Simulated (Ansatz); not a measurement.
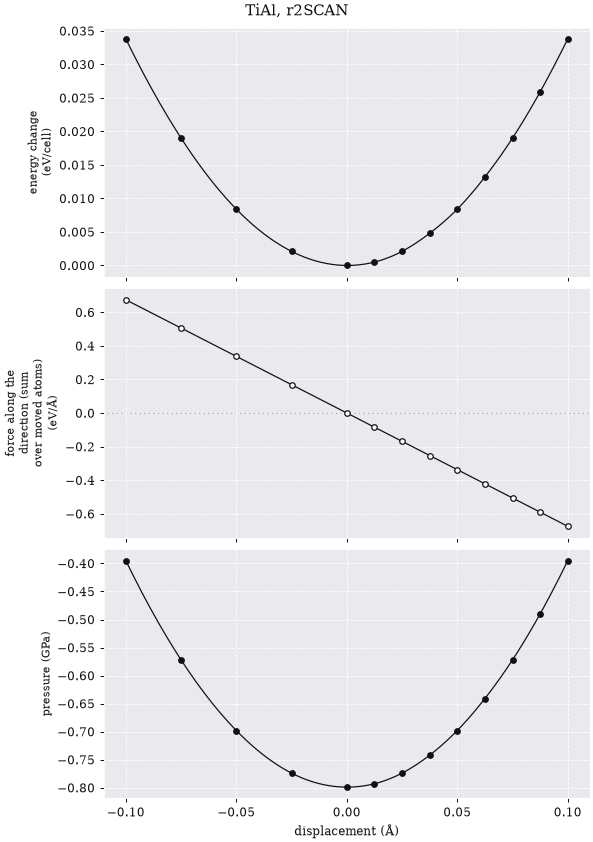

The figure shows the energy change, force along the direction (sum over moved atoms) and pressure against displacement for TiAl, space group Pm-3m (No. 221).

Structure:
```xyz
2
Lattice="3.1791 0.0000 0.0000 0.0000 3.1791 0.0000 0.0000 0.0000 3.1791" Properties=species:S:1:pos:R:3 pbc="T T T"
Ti    0.0000    0.0000    0.0000
Al    1.5895    1.5895    1.5895
```

Computed with Ansatz 0.2.0: all atoms of one element of a crystal moved along a line, all else fixed, by plane-wave density functional theory with PAW datasets, free energies less that of the undisturbed cell, pressure positive in compression; scalar-relativistic. Level: r2SCAN, no spin polarisation.

- wave cutoff: 500 eV
- k mesh: 16×16×16
- occupations: Gaussian
- smearing width: 0.15 eV
- k shift: (0, 0, 0) (mesh steps)
- start: as given
- moved element: Ti
- direction: (0, 0, 1) (Cartesian unit vector)

The points at displacement −0.075, −0.025, 0.05 and 0.1 follow from computed ones by symmetry.

Where does the curve of the energy change have its lowest point?

The lowest computed point is at displacement 0.0000 Å (0.0000 eV/cell).

How does the force along the direction (sum over moved atoms) vary with displacement?

It falls from 0.67 eV/Å at displacement −0.1000 Å to −0.67 eV/Å at 0.1000 Å, and changes sign near 0.000 Å.

Limits of the calculation: reference crystal is not relaxed.

The computed values:

```csv
displacement (Å),energy change (eV/cell),force along the direction (sum over moved atoms) (eV/Å),pressure (GPa)
-0.1000,0.0338,0.67,-0.395
-0.0750,0.0190,0.51,-0.572
-0.0500,0.0084,0.34,-0.698
-0.0250,0.0021,0.17,-0.774
0.0000,0.0000,0.00,-0.799
0.0125,0.0005,-0.08,-0.793
0.0250,0.0021,-0.17,-0.774
0.0375,0.0048,-0.25,-0.742
0.0500,0.0084,-0.34,-0.698
0.0625,0.0132,-0.42,-0.641
0.0750,0.0190,-0.51,-0.572
0.0875,0.0259,-0.59,-0.490
0.1000,0.0338,-0.67,-0.395
```
